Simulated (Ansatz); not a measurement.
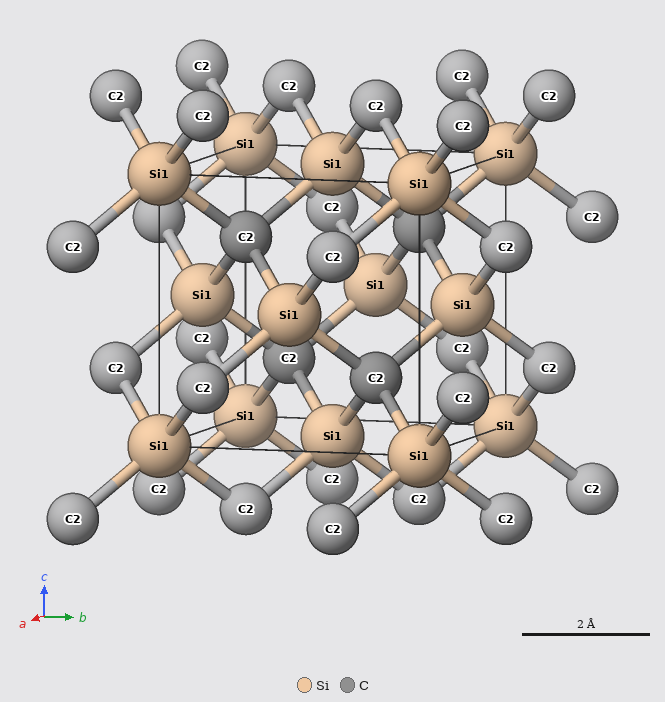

**Figure 1.** The structure as given in the input (ball-and-stick view of the cell 4 times as large as that of the calculation, set on its symmetry axes, seen slightly off an axis; neighbours outside the cell are drawn fainter; atoms are numbered from 1 in the order of the input). An atom can appear more than once, as a periodic image. Near neighbours in the periodic cell (some may lie outside the picture): Si has 4 C at 1.88 Å; C has 4 Si at 1.88 Å.

**SiC: geometry relaxation (part 1 of 2)**

The run: geometry relaxation of SiC (F-43m, 2 atoms in the cell). Method and program: DFT PBE, scalar-relativistic, plane waves, PAW, no spin polarisation (Ansatz 0.2.0).

The structure derives from an entry of the Crystallography Open Database. Figures and captions count atoms from 1; the log counts them from 0 in places.

Input file:
```yaml
crystal:
  lattice:
    - [0.0, 2.174, 2.174]
    - [2.174, 0.0, 2.174]
    - [2.174, 2.174, 0.0]
  atoms:
    - { symbol: Si, position: [0.0, 0.0, 0.0] }
    - { symbol: C, position: [0.75, 0.75, 0.75] }
basis:
  ecutwfc: 420
kpoints:
  mp_grid: { grid: [12, 12, 12] }
hamiltonian:
  xc: pbe
scf:
  occupations: { method: gaussian, width: 0.02 }
output:
  forces: true
  stress: true
  eigenvalues: true
  write_density: true
  write_potential: true
  elf: true
  volumetric_format: npy
relax:
  adjacent_minimum: "off"
  f_tol: 0.005
  max_steps: 80
  cell: { stress_tol: 0.05 }
```

Run on 4 threads of Arm Neoverse V1, 24 GiB of memory available, shared host.

Launch command:
```bash
ansatz run input.yaml --threads 4 --pin off --max-ram 10240MiB --backend cpu --events-out ev --progress --plain --runs-dir out
```

Output:
```
Engine: ansatz 0.2.0, aarch64-unknown-linux-gnu
Pseudopotentials: kind: paw
Pseudopotential: Si, paw, valence charge 4, recommended cutoff 420 eV (normal), Si.paw.azcp
Pseudopotential: C, paw, valence charge 4, recommended cutoff 420 eV (normal), C.paw.azcp
Functional definition: PBE
  parameter kappa = 0.804
  parameter beta = 0.06672455060314922
  exchange = pbe_x(kappa = kappa, mu = beta*pi^2/3)
  correlation = pbe_c(beta = beta)
Crystal: 2 atoms, lattice volume = 20.550 Å³
Basis set: ecut = 420 eV, 411 PW (Γ), exchange–correlation on 48×48×48 points (8 copies of the dense FFT grid, shifted against one another)
Bands: 8, of which v1, the nominal top of the filled ones, is band 4 counted from 1 (3 counted from 0)
Symmetry: 24 space group operations
Space group: F-43m (ITA 216), of the structure as read, at distance tolerance 2.7e-5 Å
k-points: 72 of 1728 (time reversal used)
Non-local potential: Si, projectors of the file, l = 0: 2, l = 1: 2, l = 2: 2
Non-local potential: C, projectors of the file, l = 0: 2, l = 1: 2, l = 2: 1
PAW form: soft (Blöchl's): semilocal exchange-correlation on the pseudo side does not see the compensation charge
PAW one-centre angular grid: Si, 110 points (default); XC on 64 Gauss nodes
PAW one-centre angular grid: C, 110 points (default); XC on 64 Gauss nodes
Initial density: superposition of atomic densities (neutral atoms: chi_scale 0, normalization atom), corrected by the library's trained network
Initial wavefunctions: pseudopotential atomic-orbital guess
Functional: x = pbe(κ = 0.804, μ = 0.2195149727645171), c = pbe(β = 0.06672455060314922)
SCF iter   1: F=—  HF=-887.153473 eV  |F-HF|=—  |Δ(HF+E_count)|=         —  Δρ=2.20e-3  dr2=1.00e-3  ethr=1.77e-3  ⟨swp⟩=6.1  Hψ=4873  notcnv=0
preconditioner: auto → none  [insulator: Δε(μ)=1.331 eV  Ē_g=14.103 eV  σ=0.020 eV  W_gap=1.00  n_scr=0 (ndim 8)  ℏωp=23.2 eV  f_vac=0.000  D(μ)=0.00/eV (n_scr^D=0)  ε∞_Penn≈3.7]
SCF iter   2: F=—  HF=-887.153467 eV  |F-HF|=—  |Δ(HF+E_count)|=   5.81e-6  Δρ=8.17e-4  dr2=8.19e-5  ethr=1.25e-5  ⟨swp⟩=2.5  Hψ=1631  notcnv=0
SCF iter   3: F=—  HF=-887.153483 eV  |F-HF|=—  |Δ(HF+E_count)|=   1.61e-5  Δρ=3.58e-4  dr2=6.41e-6  ethr=1.02e-6  ⟨swp⟩=2.7  Hψ=857  notcnv=0
SCF iter   4: F=—  HF=-887.153509 eV  |F-HF|=—  |Δ(HF+E_count)|=   2.58e-5  Δρ=3.92e-5  dr2=2.59e-7  ethr=8.01e-8  ⟨swp⟩=2.1  Hψ=842  notcnv=0
iter 5 did not close the SCF: its close was put off for the readings that it lacked (scf_convergence_deferred on its scf_iter line)
SCF iter   5: F=-887.153509 eV  HF=-887.153509 eV  |F-HF|=1.06e-9  |Δ(HF+E_count)|=   1.55e-7  Δρ=2.95e-6  dr2=1.12e-9  ethr=3.23e-9  ⟨swp⟩=2.1  Hψ=860  notcnv=0
SCF iter   6: F=-887.153509 eV  HF=-887.153509 eV  |F-HF|=4.27e-11  |Δ(HF+E_count)|=   1.17e-9  Δρ=4.25e-7  dr2=2.22e-11  ethr=1.39e-11  ⟨swp⟩=4.4  Hψ=2601  notcnv=0
SCF 1 converged in 6 iterations: F = -887.153509 eV  dr2 = 2.22e-11
  greatest PAW one-centre occupation: 0.646 electrons in one spin orbital (limit 2), on the C atom at site 1 (counted from 0), in its partial waves of l = 0
relax step   1: F+E_penalty+E_count = -887.15350929 eV  Δ(F+E_penalty+E_count) = +0.000e0 eV  max|allowed force component| = 4.071e-16 eV/Å  Δτ_max = 0.0000 Å  P = +4.842 GPa  Ω = 20.550 Å³  (6 SCF iters, dr2 threshold 1.00e-7 eV, accepted)
Crystal: 2 atoms, lattice volume = 20.784 Å³
Initial density: handed on by an earlier stage of this run
Initial wavefunctions: those handed on with the density
iter 1 solved again at ethr=2.65e-5 eV; its pass at ethr=3.10e-3 eV (dr2=2.12e-3 eV) is discarded
SCF iter   1: F=—  HF=-887.158885 eV  |F-HF|=—  |Δ(HF+E_count)|=         —  Δρ=2.85e-3  dr2=2.09e-3  ethr=2.65e-5  ⟨swp⟩=1.0  Hψ=4829  notcnv=0
preconditioner: auto → none  [insulator: Δε(μ)=1.329 eV  Ē_g=13.995 eV  σ=0.020 eV  W_gap=1.00  n_scr=0 (ndim 8)  ℏωp=23.0 eV  f_vac=0.000  D(μ)=0.00/eV (n_scr^D=0)  ε∞_Penn≈3.7]
SCF iter   2: F=—  HF=-887.158270 eV  |F-HF|=—  |Δ(HF+E_count)|=   6.15e-4  Δρ=7.22e-4  dr2=9.16e-5  ethr=2.61e-5  ⟨swp⟩=2.3  Hψ=1109  notcnv=0
SCF iter   3: F=—  HF=-887.158244 eV  |F-HF|=—  |Δ(HF+E_count)|=   2.55e-5  Δρ=2.15e-4  dr2=8.63e-6  ethr=1.14e-6  ⟨swp⟩=2.5  Hψ=834  notcnv=0
SCF iter   4: F=-887.158244 eV  HF=-887.158244 eV  |F-HF|=7.25e-8  |Δ(HF+E_count)|=   5.27e-7  Δρ=2.77e-5  dr2=1.02e-7  ethr=2.50e-9  ⟨swp⟩=6.1  Hψ=3188  notcnv=0
SCF 2 converged in 4 iterations: F = -887.158244 eV  dr2 = 1.02e-7
  greatest PAW one-centre occupation: 0.645 electrons in one spin orbital (limit 2), on the C atom at site 1 (counted from 0), in its partial waves of l = 0
relax step   2: F+E_penalty+E_count = -887.15824404 eV  Δ(F+E_penalty+E_count) = -4.735e-3 eV  max|allowed force component| = 1.758e-16 eV/Å  Δτ_max = 0.0000 Å  P = +2.243 GPa  Ω = 20.784 Å³  energy of the carried Pulay correction = -4.198e-4 eV  (4 SCF iters, dr2 threshold 2.00e-7 eV, accepted)
Crystal: 2 atoms, lattice volume = 20.990 Å³
iter 1 solved again at ethr=2.01e-5 eV; its pass at ethr=3.10e-3 eV (dr2=1.61e-3 eV) is discarded
SCF iter   1: F=—  HF=-887.159831 eV  |F-HF|=—  |Δ(HF+E_count)|=         —  Δρ=2.46e-3  dr2=1.58e-3  ethr=2.01e-5  ⟨swp⟩=1.0  Hψ=4797  notcnv=0
preconditioner: auto → none  [insulator: Δε(μ)=1.343 eV  Ē_g=13.906 eV  σ=0.020 eV  W_gap=1.00  n_scr=0 (ndim 8)  ℏωp=22.9 eV  f_vac=0.000  D(μ)=0.00/eV (n_scr^D=0)  ε∞_Penn≈3.7]
SCF iter   2: F=—  HF=-887.159370 eV  |F-HF|=—  |Δ(HF+E_count)|=   4.61e-4  Δρ=6.44e-4  dr2=7.34e-5  ethr=1.98e-5  ⟨swp⟩=2.3  Hψ=1110  notcnv=0
SCF iter   3: F=—  HF=-887.159352 eV  |F-HF|=—  |Δ(HF+E_count)|=   1.75e-5  Δρ=1.94e-4  dr2=7.04e-6  ethr=9.18e-7  ⟨swp⟩=2.5  Hψ=836  notcnv=0
SCF iter   4: F=-887.159352 eV  HF=-887.159352 eV  |F-HF|=6.58e-8  |Δ(HF+E_count)|=   1.58e-7  Δρ=2.54e-5  dr2=8.68e-8  ethr=2.50e-9  ⟨swp⟩=6.0  Hψ=3158  notcnv=0
SCF 3 converged in 4 iterations: F = -887.159352 eV  dr2 = 8.68e-8
  greatest PAW one-centre occupation: 0.643 electrons in one spin orbital (limit 2), on the C atom at site 1 (counted from 0), in its partial waves of l = 0
relax step   3: F+E_penalty+E_count = -887.15935230 eV  Δ(F+E_penalty+E_count) = -1.108e-3 eV  max|allowed force component| = 1.434e-16 eV/Å  Δτ_max = 0.0000 Å  P = +0.065 GPa  Ω = 20.990 Å³  energy of the carried Pulay correction = -7.860e-4 eV  (4 SCF iters, dr2 threshold 2.00e-7 eV, accepted)
Crystal: 2 atoms, lattice volume = 20.996 Å³
iter 1 solved again at ethr=2.21e-8 eV; its pass at ethr=3.10e-3 eV (dr2=1.77e-6 eV) is discarded
SCF iter   1: F=—  HF=-887.159341 eV  |F-HF|=—  |Δ(HF+E_count)|=         —  Δρ=7.92e-5  dr2=1.75e-6  ethr=2.21e-8  ⟨swp⟩=1.0  Hψ=4797  notcnv=0
preconditioner: auto → none  [insulator: Δε(μ)=1.372 eV  Ē_g=13.913 eV  σ=0.020 eV  W_gap=1.00  n_scr=0 (ndim 8)  ℏωp=22.9 eV  f_vac=0.000  D(μ)=0.00/eV (n_scr^D=0)  ε∞_Penn≈3.7]
SCF iter   2: F=—  HF=-887.159343 eV  |F-HF|=—  |Δ(HF+E_count)|=   1.28e-6  Δρ=2.91e-5  dr2=1.20e-7  ethr=2.18e-8  ⟨swp⟩=2.5  Hψ=839  notcnv=0
SCF iter   3: F=—  HF=-887.159343 eV  |F-HF|=—  |Δ(HF+E_count)|=   2.68e-9  Δρ=1.19e-5  dr2=2.27e-8  ethr=1.31e-10  ⟨swp⟩=7.0  Hψ=2541  notcnv=0
SCF iter   4: F=-887.159343 eV  HF=-887.159343 eV  |F-HF|=1.35e-9  |Δ(HF+E_count)|=   1.28e-8  Δρ=3.81e-6  dr2=2.37e-9  ethr=1.31e-10  ⟨swp⟩=6.7  Hψ=2380  notcnv=0
SCF 4 converged in 4 iterations: F = -887.159343 eV  dr2 = 2.37e-9
relax step   4: F+E_penalty+E_count = -887.15934264 eV  Δ(F+E_penalty+E_count) = +9.655e-6 eV  max|allowed force component| = 1.758e-16 eV/Å  Δτ_max = 0.0000 Å  P = +0.001 GPa  Ω = 20.996 Å³  energy of the carried Pulay correction = -7.970e-4 eV  (4 SCF iters, dr2 threshold 1.05e-8 eV, accepted)
Initial wavefunctions: pseudopotential atomic-orbital guess (no wavefunctions were taken with the density)
iter 1 solved again at ethr=7.51e-8 eV; its pass at ethr=3.10e-3 eV (dr2=6.01e-6 eV) is discarded
SCF iter   1: F=—  HF=-887.160240 eV  |F-HF|=—  |Δ(HF+E_count)|=         —  Δρ=1.01e-4  dr2=3.41e-7  ethr=7.51e-8  ⟨swp⟩=2.9  Hψ=6481  notcnv=0
preconditioner: auto → none  [insulator: Δε(μ)=1.373 eV  Ē_g=13.913 eV  σ=0.020 eV  W_gap=1.00  n_scr=0 (ndim 8)  ℏωp=22.9 eV  f_vac=0.000  D(μ)=0.00/eV (n_scr^D=0)  ε∞_Penn≈3.7]
SCF iter   2: F=—  HF=-887.160241 eV  |F-HF|=—  |Δ(HF+E_count)|=   1.46e-6  Δρ=4.96e-5  dr2=7.27e-8  ethr=4.26e-9  ⟨swp⟩=2.2  Hψ=854  notcnv=0
SCF iter   3: F=—  HF=-887.160242 eV  |F-HF|=—  |Δ(HF+E_count)|=   2.31e-7  Δρ=1.43e-5  dr2=1.12e-8  ethr=9.08e-10  ⟨swp⟩=2.0  Hψ=867  notcnv=0
SCF iter   4: F=—  HF=-887.160242 eV  |F-HF|=—  |Δ(HF+E_count)|=   1.58e-8  Δρ=1.09e-6  dr2=5.91e-11  ethr=1.40e-10  ⟨swp⟩=2.0  Hψ=831  notcnv=0
SCF iter   5: F=-887.160242 eV  HF=-887.160242 eV  |F-HF|=1.36e-12  |Δ(HF+E_count)|=  1.03e-10  Δρ=1.20e-7  dr2=1.15e-12  ethr=1.00e-12  ⟨swp⟩=5.1  Hψ=2022  notcnv=0
SCF 5 converged in 5 iterations: F = -887.160242 eV  dr2 = 1.15e-12
relax step   5: F+E_penalty+E_count = -887.16024166 eV  Δ(F+E_penalty+E_count) = -8.990e-4 eV  max|allowed force component| = 1.249e-16 eV/Å  Δτ_max = 0.0000 Å  P = +0.071 GPa  Ω = 20.996 Å³  stress off target by 7.11e-2 GPa  SCF on the basis re-selected at this cell (its energy is not comparable with the rows above)  (5 SCF iters)
basis re-selected at this cell: Δ(F+E_penalty+E_count) = -8.990e-4 eV, ΔP = +0.070 GPa vs the last step (what re-selecting the basis moved, of the pressure what is left beyond the Pulay correction that the steps carried, after the strain that the cell walked since its last selection, with what the two solves' SCF thresholds leave and, on support functions, any second-order correction that the steps lacked; it is no measure of the basis error at this ecutwfc). This SCF's stress stands 7.11e-2 GPa from its target on what of the cell is left free (relax.cell.stress_tol is 5.00e-2 GPa) and its largest allowed force component is 1.25e-16 eV/Å (relax.f_tol is 5.00e-3 eV/Å): not within both, so this SCF does not close the relaxation
Crystal: 2 atoms, lattice volume = 21.003 Å³
iter 1 solved again at ethr=2.21e-8 eV; its pass at ethr=3.10e-3 eV (dr2=1.77e-6 eV) is discarded
SCF iter   1: F=—  HF=-887.160230 eV  |F-HF|=—  |Δ(HF+E_count)|=         —  Δρ=8.17e-5  dr2=1.74e-6  ethr=2.21e-8  ⟨swp⟩=1.0  Hψ=4797  notcnv=0
preconditioner: auto → none  [insulator: Δε(μ)=1.372 eV  Ē_g=13.910 eV  σ=0.020 eV  W_gap=1.00  n_scr=0 (ndim 8)  ℏωp=22.9 eV  f_vac=0.000  D(μ)=0.00/eV (n_scr^D=0)  ε∞_Penn≈3.7]
SCF iter   2: F=—  HF=-887.160231 eV  |F-HF|=—  |Δ(HF+E_count)|=   1.19e-6  Δρ=2.17e-5  dr2=8.48e-8  ethr=2.17e-8  ⟨swp⟩=2.4  Hψ=831  notcnv=0
SCF iter   3: F=-887.160231 eV  HF=-887.160231 eV  |F-HF|=1.16e-9  |Δ(HF+E_count)|=   2.51e-8  Δρ=6.35e-6  dr2=7.65e-9  ethr=1.58e-10  ⟨swp⟩=7.0  Hψ=2525  notcnv=0
SCF 6 converged in 3 iterations: F = -887.160231 eV  dr2 = 7.65e-9
relax step   6: F+E_penalty+E_count = -887.16023088 eV  Δ(F+E_penalty+E_count) = +1.079e-5 eV  max|allowed force component| = 1.434e-16 eV/Å  Δτ_max = 0.0000 Å  P = +0.001 GPa  Ω = 21.003 Å³  energy of the carried Pulay correction = -1.233e-5 eV  (3 SCF iters, dr2 threshold 1.26e-8 eV, accepted)
iter 1 solved again at ethr=8.57e-8 eV; its pass at ethr=3.10e-3 eV (dr2=6.86e-6 eV) is discarded
SCF iter   1: F=—  HF=-887.160237 eV  |F-HF|=—  |Δ(HF+E_count)|=         —  Δρ=6.17e-6  dr2=7.17e-9  ethr=8.57e-8  ⟨swp⟩=3.0  Hψ=6474  notcnv=0
preconditioner: auto → none  [insulator: Δε(μ)=1.373 eV  Ē_g=13.910 eV  σ=0.020 eV  W_gap=1.00  n_scr=0 (ndim 8)  ℏωp=22.9 eV  f_vac=0.000  D(μ)=0.00/eV (n_scr^D=0)  ε∞_Penn≈3.7]
SCF iter   2: F=—  HF=-887.160241 eV  |F-HF|=—  |Δ(HF+E_count)|=   4.11e-6  Δρ=3.39e-6  dr2=1.77e-9  ethr=8.97e-11  ⟨swp⟩=2.0  Hψ=848  notcnv=0
SCF iter   3: F=—  HF=-887.160241 eV  |F-HF|=—  |Δ(HF+E_count)|=  2.70e-10  Δρ=1.63e-6  dr2=6.36e-10  ethr=2.21e-11  ⟨swp⟩=2.1  Hψ=807  notcnv=0
SCF iter   4: F=—  HF=-887.160241 eV  |F-HF|=—  |Δ(HF+E_count)|=  1.88e-10  Δρ=3.51e-7  dr2=2.11e-11  ethr=7.95e-12  ⟨swp⟩=2.3  Hψ=840  notcnv=0
SCF iter   5: F=-887.160241 eV  HF=-887.160241 eV  |F-HF|=0.00e0  |Δ(HF+E_count)|=  2.96e-12  Δρ=1.01e-7  dr2=1.67e-12  ethr=1.00e-12  ⟨swp⟩=5.0  Hψ=2012  notcnv=0
SCF 7 converged in 5 iterations: F = -887.160241 eV  dr2 = 1.67e-12
relax step   7: F+E_penalty+E_count = -887.16024063 eV  Δ(F+E_penalty+E_count) = -9.755e-6 eV  max|allowed force component| = 1.735e-16 eV/Å  Δτ_max = 0.0000 Å  P = +0.001 GPa  Ω = 21.003 Å³  stress off target by 6.41e-4 GPa  SCF on the basis re-selected at this cell (its energy is not comparable with the rows above)  (5 SCF iters)
```
